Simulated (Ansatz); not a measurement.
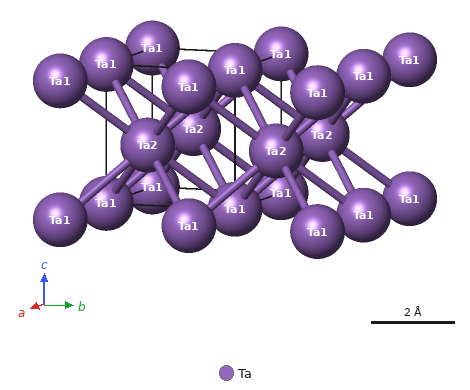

Figure 1. The structure as given in the input (ball-and-stick view of the cell of the calculation, set on other vectors, repeated 2 × 2 × 1, seen slightly off an axis; atoms are numbered from 1 in the order of the input).

## Geometry relaxation of Ta (part 1 of 2)

The run: geometry relaxation of Ta (2 atoms in the cell). Method and program: DFT PBE, scalar-relativistic, plane waves, PAW, no spin polarisation (Ansatz 0.2.0).

The structure derives from a Materials Project entry. It belongs to a series of runs on one base structure; here: uniaxial strain along a, b, c and atoms relaxed: +2.0 %. Figures and captions count atoms from 1; the log counts them from 0 in places.

### Input file
```yaml
crystal:
  lattice:
    - [3.385443639, 0.0, 0.0]
    - [0.0, 3.3024670792, 0.0]
    - [0.0, 0.0, 3.3024670792]
  atoms:
    - { symbol: Ta, position: [0.0, 0.0, 0.0] }
    - { symbol: Ta, position: [0.5, 0.5, 0.5] }
basis:
  ecutwfc: 420
kpoints:
  mp_grid: { grid: [16, 16, 16] }
hamiltonian:
  xc: pbe
scf:
  occupations: { method: gaussian, width: 0.1 }
output:
  forces: true
  stress: true
  eigenvalues: true
  write_density: true
  write_potential: true
  elf: true
  volumetric_format: npy
relax:
  adjacent_minimum: "off"
  f_tol: 0.008
  max_steps: 40
  cell: { stress_tol: 0.015, fix: [a, angles] }
```

Command:
```bash
ansatz run input.yaml --threads 1 --pin off --max-ram 2560MiB --backend cpu --events-out ev --progress --plain --runs-dir out
```

### Log
```
Engine: ansatz 0.2.0, x86_64-unknown-linux-gnu
Pseudopotentials: kind: paw
Pseudopotential: Ta, paw, valence charge 13, recommended cutoff 420 eV (normal), Ta.paw.azcp
Functional definition: PBE
  parameter kappa = 0.804
  parameter beta = 0.06672455060314922
  exchange = pbe_x(kappa = kappa, mu = beta*pi^2/3)
  correlation = pbe_c(beta = beta)
Crystal: 2 atoms, lattice volume = 36.923 Å³
Basis set: ecut = 420 eV, 739 PW (Γ), exchange–correlation on 48×48×48 points (8 copies of the dense FFT grid, shifted against one another)
Bands: 17, of which v1, the nominal top of the filled ones, is band 13 counted from 1 (12 counted from 0)
Symmetry: 32 space group operations
Space group: I4/mmm (ITA 139), of the structure as read, at distance tolerance 3.3e-5 Å
k-points: 405 of 4096
Non-local potential: Ta, projectors of the file, l = 0: 3, l = 1: 2, l = 2: 2, l = 3: 1
PAW form: soft (Blöchl's): semilocal exchange-correlation on the pseudo side does not see the compensation charge
PAW one-centre angular grid: Ta, 590 points (default); XC on 64 Gauss nodes
Initial density: superposition of atomic densities (neutral atoms: chi_scale 0, normalization atom), corrected by the library's trained network
Initial wavefunctions: pseudopotential atomic-orbital guess
Functional: x = pbe(κ = 0.804, μ = 0.2195149727645171), c = pbe(β = 0.06672455060314922)
SCF iter   1: F=—  HF=-19864.499121 eV  |F-HF|=—  |Δ(HF+E_count)|=         —  Δρ=2.12e-3  dr2=5.05e-4  ethr=1.77e-3  ⟨swp⟩=5.1  Hψ=29965  notcnv=0
preconditioner: auto → none  [metal: Δε(μ)=0.003 eV  Ē_g=4.852 eV  σ=0.100 eV  W_gap=0.02  n_scr=6 (ndim 8)  ℏωp=19.3 eV  f_vac=0.000  D(μ)=2.95/eV (n_scr^D=28)  sad-step TF]
SCF iter   2: F=—  HF=-19864.499787 eV  |F-HF|=—  |Δ(HF+E_count)|=   6.66e-4  Δρ=1.22e-3  dr2=2.05e-4  ethr=1.94e-6  ⟨swp⟩=2.6  Hψ=15517  notcnv=0
SCF iter   3: F=—  HF=-19864.499976 eV  |F-HF|=—  |Δ(HF+E_count)|=   1.88e-4  Δρ=3.94e-4  dr2=3.95e-5  ethr=7.87e-7  ⟨swp⟩=3.0  Hψ=12206  notcnv=0
SCF iter   4: F=—  HF=-19864.499967 eV  |F-HF|=—  |Δ(HF+E_count)|=   8.85e-6  Δρ=1.71e-4  dr2=5.25e-6  ethr=1.52e-7  ⟨swp⟩=3.0  Hψ=12192  notcnv=0
SCF iter   5: F=—  HF=-19864.499965 eV  |F-HF|=—  |Δ(HF+E_count)|=   1.70e-6  Δρ=3.39e-5  dr2=1.38e-7  ethr=2.02e-8  ⟨swp⟩=2.1  Hψ=11153  notcnv=0
SCF iter   6: F=-19864.499965 eV  HF=-19864.499965 eV  |F-HF|=2.26e-10  |Δ(HF+E_count)|=   1.11e-8  Δρ=1.40e-6  dr2=3.29e-10  ethr=3.85e-10  ⟨swp⟩=8.9  Hψ=43559  notcnv=0
SCF 1 converged in 6 iterations: F = -19864.499965 eV  dr2 = 3.29e-10
  greatest PAW one-centre occupation: 0.999 electrons in one spin orbital (limit 2), on the Ta atom at site 1 (counted from 0), in its partial waves of l = 0
relax step   1: F+E_penalty+E_count = -19864.49996502 eV  Δ(F+E_penalty+E_count) = +0.000e0 eV  max|allowed force component| = 4.684e-30 eV/Å  Δτ_max = 0.0000 Å  P = -1.711 GPa  Ω = 36.923 Å³  fix = [a, alpha, beta, gamma]  reactions: a -3.287 GPa  (6 SCF iters, dr2 threshold 1.00e-7 eV, accepted)
Crystal: 2 atoms, lattice volume = 36.322 Å³
Initial density: handed on by an earlier stage of this run
Initial wavefunctions: those handed on with the density
iter 1 solved again at ethr=6.37e-7 eV; its pass at ethr=3.10e-3 eV (dr2=1.66e-4 eV) is discarded
SCF iter   1: F=—  HF=-19864.497048 eV  |F-HF|=—  |Δ(HF+E_count)|=         —  Δρ=8.57e-4  dr2=1.43e-4  ethr=6.37e-7  ⟨swp⟩=2.8  Hψ=45730  notcnv=0
preconditioner: auto → none  [metal: Δε(μ)=0.002 eV  Ē_g=4.921 eV  σ=0.100 eV  W_gap=0.01  n_scr=6 (ndim 8)  ℏωp=19.5 eV  f_vac=0.000  D(μ)=2.89/eV (n_scr^D=28)]
SCF iter   2: F=—  HF=-19864.497059 eV  |F-HF|=—  |Δ(HF+E_count)|=   1.14e-5  Δρ=3.91e-4  dr2=2.27e-5  ethr=5.48e-7  ⟨swp⟩=2.4  Hψ=8975  notcnv=0
SCF iter   3: F=—  HF=-19864.497069 eV  |F-HF|=—  |Δ(HF+E_count)|=   9.44e-6  Δρ=5.38e-5  dr2=4.12e-7  ethr=8.73e-8  ⟨swp⟩=1.7  Hψ=7750  notcnv=0
iter 4 did not close the SCF: its close was put off for the readings that it lacked (scf_convergence_deferred on its scf_iter line)
SCF iter   4: F=-19864.497069 eV  HF=-19864.497069 eV  |F-HF|=4.22e-10  |Δ(HF+E_count)|=   2.51e-7  Δρ=3.10e-6  dr2=1.97e-9  ethr=1.59e-9  ⟨swp⟩=2.3  Hψ=9616  notcnv=0
iter 5 did not close the SCF: its close was put off for the readings that it lacked (scf_convergence_deferred on its scf_iter line)
SCF iter   5: F=-19864.497069 eV  HF=-19864.497069 eV  |F-HF|=2.55e-11  |Δ(HF+E_count)|=  1.38e-10  Δρ=6.41e-7  dr2=3.92e-11  ethr=7.57e-12  ⟨swp⟩=2.0  Hψ=12048  notcnv=0
SCF iter   6: F=-19864.497069 eV  HF=-19864.497069 eV  |F-HF|=0.00e0  |Δ(HF+E_count)|=  2.55e-11  Δρ=7.21e-8  dr2=4.22e-13  ethr=1.00e-12  ⟨swp⟩=4.3  Hψ=28383  notcnv=0
SCF 2 converged in 6 iterations: F = -19864.497069 eV  dr2 = 4.22e-13
relax step   2: F+E_penalty+E_count = -19864.49706915 eV  Δ(F+E_penalty+E_count) = +2.896e-3 eV  max|allowed force component| = 1.898e-30 eV/Å  Δτ_max = 0.0000 Å  P = +1.504 GPa  Ω = 36.322 Å³  energy of the carried Pulay correction = +2.056e-4 eV  fix = [a, alpha, beta, gamma]  (6 SCF iters, dr2 threshold 2.00e-7 eV, rejected (line search))
Crystal: 2 atoms, lattice volume = 36.765 Å³
iter 1 solved again at ethr=3.74e-7 eV; its pass at ethr=3.10e-3 eV (dr2=9.73e-5 eV) is discarded
SCF iter   1: F=—  HF=-19864.500465 eV  |F-HF|=—  |Δ(HF+E_count)|=         —  Δρ=6.33e-4  dr2=7.99e-5  ethr=3.74e-7  ⟨swp⟩=2.9  Hψ=46307  notcnv=0
preconditioner: auto → none  [metal: Δε(μ)=0.002 eV  Ē_g=4.874 eV  σ=0.100 eV  W_gap=0.01  n_scr=6 (ndim 8)  ℏωp=19.4 eV  f_vac=0.000  D(μ)=2.94/eV (n_scr^D=28)]
SCF iter   2: F=—  HF=-19864.500478 eV  |F-HF|=—  |Δ(HF+E_count)|=   1.28e-5  Δρ=2.88e-4  dr2=1.26e-5  ethr=3.07e-7  ⟨swp⟩=2.4  Hψ=8810  notcnv=0
SCF iter   3: F=—  HF=-19864.500483 eV  |F-HF|=—  |Δ(HF+E_count)|=   4.62e-6  Δρ=4.08e-5  dr2=2.44e-7  ethr=4.84e-8  ⟨swp⟩=1.7  Hψ=7710  notcnv=0
SCF iter   4: F=—  HF=-19864.500483 eV  |F-HF|=—  |Δ(HF+E_count)|=   1.28e-7  Δρ=2.36e-6  dr2=1.24e-9  ethr=9.39e-10  ⟨swp⟩=2.3  Hψ=9521  notcnv=0
SCF iter   5: F=—  HF=-19864.500483 eV  |F-HF|=—  |Δ(HF+E_count)|=  1.82e-11  Δρ=4.94e-7  dr2=2.28e-11  ethr=4.76e-12  ⟨swp⟩=2.0  Hψ=11724  notcnv=0
SCF iter   6: F=-19864.500483 eV  HF=-19864.500483 eV  |F-HF|=7.28e-12  |Δ(HF+E_count)|=  1.46e-11  Δρ=5.68e-8  dr2=2.69e-13  ethr=1.00e-12  ⟨swp⟩=5.1  Hψ=26361  notcnv=0
SCF 3 converged in 6 iterations: F = -19864.500483 eV  dr2 = 2.69e-13
relax step   3: F+E_penalty+E_count = -19864.50048265 eV  Δ(F+E_penalty+E_count) = -5.176e-4 eV  max|allowed force component| = 4.437e-30 eV/Å  Δτ_max = 0.0000 Å  P = -0.891 GPa  Ω = 36.765 Å³  energy of the carried Pulay correction = +5.364e-5 eV  fix = [a, alpha, beta, gamma]  reactions: a -2.637 GPa  (6 SCF iters, accepted)
Crystal: 2 atoms, lattice volume = 36.762 Å³
iter 1 solved again at ethr=2.59e-11 eV; its pass at ethr=3.10e-3 eV (dr2=6.72e-9 eV) is discarded
SCF iter   1: F=—  HF=-19864.500473 eV  |F-HF|=—  |Δ(HF+E_count)|=         —  Δρ=4.49e-6  dr2=4.07e-9  ethr=2.59e-11  ⟨swp⟩=3.4  Hψ=44720  notcnv=0
preconditioner: auto → none  [metal: Δε(μ)=0.002 eV  Ē_g=4.872 eV  σ=0.100 eV  W_gap=0.01  n_scr=6 (ndim 8)  ℏωp=19.4 eV  f_vac=0.000  D(μ)=2.94/eV (n_scr^D=28)]
iter 2 did not close the SCF: its close was put off for the readings that it lacked (scf_convergence_deferred on its scf_iter line)
SCF iter   2: F=-19864.500484 eV  HF=-19864.500484 eV  |F-HF|=2.40e-10  |Δ(HF+E_count)|=   1.07e-5  Δρ=2.03e-6  dr2=6.08e-10  ethr=1.56e-11  ⟨swp⟩=2.2  Hψ=11175  notcnv=0
iter 3 did not close the SCF: its close was put off for the readings that it lacked (scf_convergence_deferred on its scf_iter line)
SCF iter   3: F=-19864.500484 eV  HF=-19864.500484 eV  |F-HF|=3.64e-12  |Δ(HF+E_count)|=  2.76e-10  Δρ=3.13e-7  dr2=1.35e-11  ethr=2.34e-12  ⟨swp⟩=1.6  Hψ=7574  notcnv=0
iter 4 did not close the SCF: its close was put off for the readings that it lacked (scf_convergence_deferred on its scf_iter line)
SCF iter   4: F=-19864.500484 eV  HF=-19864.500484 eV  |F-HF|=3.64e-12  |Δ(HF+E_count)|=    0.00e0  Δρ=1.92e-8  dr2=2.49e-14  ethr=1.00e-12  ⟨swp⟩=1.0  Hψ=6885  notcnv=0
iter 5 did not close the SCF: its close was put off for the readings that it lacked (scf_convergence_deferred on its scf_iter line)
SCF iter   5: F=-19864.500484 eV  HF=-19864.500484 eV  |F-HF|=0.00e0  |Δ(HF+E_count)|=  3.64e-12  Δρ=4.80e-9  dr2=2.39e-15  ethr=1.00e-12  ⟨swp⟩=1.0  Hψ=6885  notcnv=0
SCF iter   6: F=-19864.500484 eV  HF=-19864.500484 eV  |F-HF|=0.00e0  |Δ(HF+E_count)|=  3.64e-12  Δρ=3.77e-10  dr2=2.63e-17  ethr=1.00e-12  ⟨swp⟩=3.0  Hψ=22081  notcnv=0
SCF 4 converged in 6 iterations: F = -19864.500484 eV  dr2 = 2.63e-17
relax step   4: F+E_penalty+E_count = -19864.50048389 eV  Δ(F+E_penalty+E_count) = -1.240e-6 eV  max|allowed force component| = 1.499e-29 eV/Å  Δτ_max = 0.0000 Å  P = -0.874 GPa  Ω = 36.762 Å³  energy of the carried Pulay correction = +5.470e-5 eV  fix = [a, alpha, beta, gamma]  reactions: a -2.624 GPa  (6 SCF iters, accepted)
Initial wavefunctions: pseudopotential atomic-orbital guess (no wavefunctions were taken with the density)
iter 1 solved again at ethr=9.03e-8 eV; its pass at ethr=3.10e-3 eV (dr2=2.35e-5 eV) is discarded
SCF iter   1: F=—  HF=-19864.500417 eV  |F-HF|=—  |Δ(HF+E_count)|=         —  Δρ=8.54e-6  dr2=2.94e-9  ethr=9.03e-8  ⟨swp⟩=3.0  Hψ=47361  notcnv=0
eigensolver tolerance schedule: the retry pair's looser diagonalisation over-reported the residual by 7979.09 of it (diagonalisation noise at 0.30 of the residual, at the tolerance the schedule requests for it); recorded, not acted on — ethr = c·dr2/N_el stays at c = 1.0e-1
SCF iter   2: F=—  HF=-19864.500428 eV  |F-HF|=—  |Δ(HF+E_count)|=   1.12e-5  Δρ=4.07e-6  dr2=6.14e-10  ethr=1.13e-11  ⟨swp⟩=3.3  Hψ=14952  notcnv=0
SCF iter   3: F=—  HF=-19864.500428 eV  |F-HF|=—  |Δ(HF+E_count)|=  9.64e-10  Δρ=3.28e-7  dr2=4.66e-12  ethr=2.36e-12  ⟨swp⟩=2.7  Hψ=11965  notcnv=0
iter 4 did not close the SCF: its close was put off for the readings that it lacked (scf_convergence_deferred on its scf_iter line)
SCF iter   4: F=-19864.500428 eV  HF=-19864.500428 eV  |F-HF|=3.64e-12  |Δ(HF+E_count)|=  1.46e-11  Δρ=5.52e-8  dr2=2.91e-13  ethr=1.00e-12  ⟨swp⟩=1.0  Hψ=6885  notcnv=0
iter 5 did not close the SCF: its close was put off for the readings that it lacked (scf_convergence_deferred on its scf_iter line)
SCF iter   5: F=-19864.500428 eV  HF=-19864.500428 eV  |F-HF|=3.64e-12  |Δ(HF+E_count)|=  7.28e-12  Δρ=7.03e-9  dr2=1.94e-14  ethr=1.00e-12  ⟨swp⟩=1.0  Hψ=6885  notcnv=0
iter 6 did not close the SCF: its close was put off for the readings that it lacked (scf_convergence_deferred on its scf_iter line)
SCF iter   6: F=-19864.500428 eV  HF=-19864.500428 eV  |F-HF|=0.00e0  |Δ(HF+E_count)|=  3.64e-12  Δρ=5.99e-10  dr2=8.71e-17  ethr=1.00e-12  ⟨swp⟩=1.0  Hψ=6885  notcnv=0
iter 7 did not close the SCF: its close was put off for the readings that it lacked (scf_convergence_deferred on its scf_iter line)
SCF iter   7: F=-19864.500428 eV  HF=-19864.500428 eV  |F-HF|=3.64e-12  |Δ(HF+E_count)|=  3.64e-12  Δρ=3.42e-10  dr2=4.06e-17  ethr=1.00e-12  ⟨swp⟩=1.0  Hψ=6885  notcnv=0
SCF iter   8: F=-19864.500428 eV  HF=-19864.500428 eV  |F-HF|=3.64e-12  |Δ(HF+E_count)|=    0.00e0  Δρ=2.89e-11  dr2=7.44e-20  ethr=1.00e-12  ⟨swp⟩=1.8  Hψ=15987  notcnv=0
SCF 5 converged in 8 iterations: F = -19864.500428 eV  dr2 = 7.44e-20
relax step   5: F+E_penalty+E_count = -19864.50042843 eV  Δ(F+E_penalty+E_count) = +5.545e-5 eV  max|allowed force component| = 1.519e-29 eV/Å  Δτ_max = 0.0000 Å  P = -0.876 GPa  Ω = 36.762 Å³  fix = [a, alpha, beta, gamma]  reactions: a -2.625 GPa  stress off target by 2.21e-3 GPa on what of the cell is left free  SCF on the basis re-selected at this cell (its energy is not comparable with the rows above)  (8 SCF iters)
```

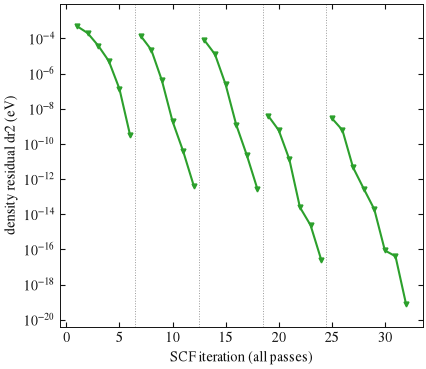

Figure 2. Convergence of the self-consistent field: density residual dr2 against the SCF iteration. The dotted lines part the SCF passes of the relaxation: geometry steps, rejected trials and re-solves on a re-selected basis. The 5 passes take 6 to 8 iterations each, 32 in all.
